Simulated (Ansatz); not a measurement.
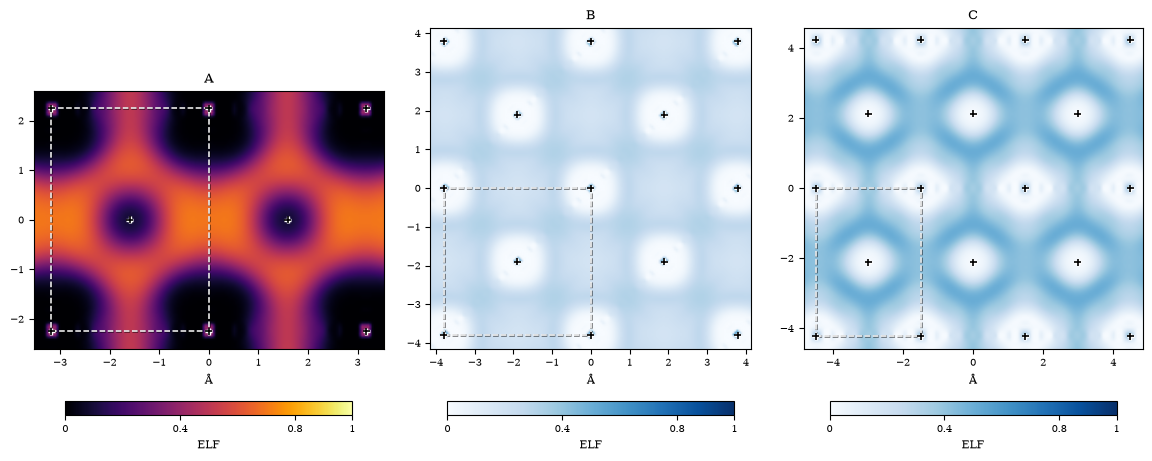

The ELF of 3 systems, each on a plane through atoms (crosses mark nuclei in the plane).

Level of theory: Kohn-Sham DFT of a periodic cell, PBEsol, all-electron PAW datasets made for the crystal in Ansatz 0.2.0.

System 1: AlRu, the (101) plane of the conventional cell. Space group Pm-3m; computed pressure about −3 GPa in this cell.

```yaml
crystal:
  lattice:
    - [2.99160, 0.00000, 0.00000]
    - [0.00000, 2.99160, 0.00000]
    - [0.00000, 0.00000, 2.99160]
  atoms:
    - { symbol: Ru, position: [0.50000, 0.50000, 0.50000] }
    - { symbol: Al, position: [0.00000, 0.00000, 0.00000] }
```

System 2: TiAl, the (11̄0) plane of the conventional cell. Space group Pm-3m; a structure from a database of computed crystals, not necessarily the ambient phase; computed pressure about −2 GPa in this cell.

```
Ti Al
1.0
     3.17906    0.00000    0.00000
     0.00000    3.17906    0.00000
     0.00000    0.00000    3.17906
Ti Al
1 1
Cartesian
  0.0000 0.0000 0.0000
  1.5895 1.5895 1.5895
```

System 3: Rh, the (100) plane of the conventional cell. Space group Fm-3m; computed pressure about −4 GPa in this cell.

```
Rh
1.0
     3.79570    0.00000    0.00000
     0.00000    3.79570    0.00000
     0.00000    0.00000    3.79570
Rh
4
Cartesian
  0.0000 0.0000 0.0000
  1.8979 1.8979 0.0000
  1.8979 0.0000 1.8979
  0.0000 1.8979 1.8979
```

> Which map belongs to which system?

Panel A is system 2, TiAl: the plane holds Ti and Al. Ti–Al (2.75 Å): the ELF is about 0.35 at the midpoint. Panel B is system 3, Rh: the plane holds Rh. Rh–Rh (2.68 Å): the ELF is about 0.30 at the midpoint. Panel C is system 1, AlRu: the plane holds Ru and Al. Al–Ru (2.59 Å): the ELF is about 0.40 at the midpoint.
